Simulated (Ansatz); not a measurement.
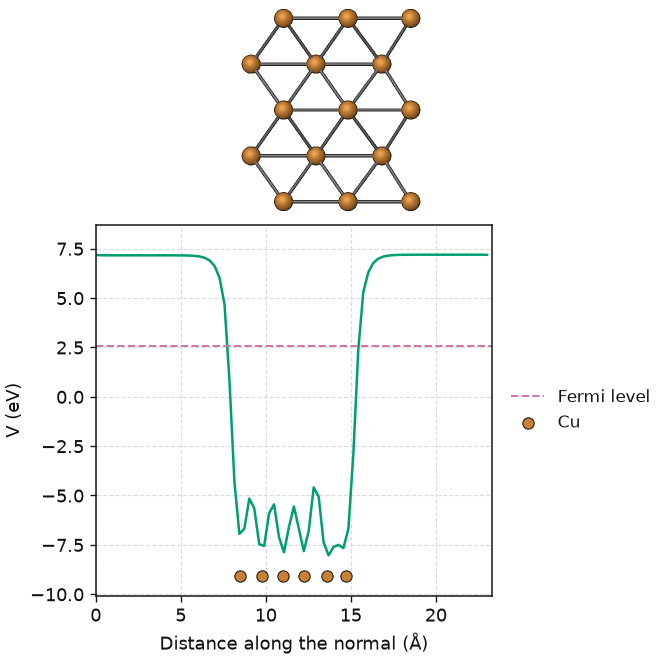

Plane-averaged electrostatic potential energy of an electron across the slab; circles at the bottom mark the heights of the atoms (positions after relaxation). The structure is drawn too.

Calculation on a (110) slab cut from Cu (Fm-3m), 6 atoms in the cell.

Level of theory: DFT PBEsol, scalar-relativistic, plane waves, PAW, no spin polarisation, 11×8×1 k mesh, 420 eV cutoff, Gaussian smearing of 0.1 eV; code Ansatz.

Q: What is the work function?

A: The work function is 4.61 eV, the same on both faces. The two vacuum levels agree, so the slab has no net dipole along its normal.

Q: How thick are slab and vacuum?

A: The outermost atoms are 6.2 Å apart, which leaves 17.1 Å of vacuum in a cell 23.3 Å high.
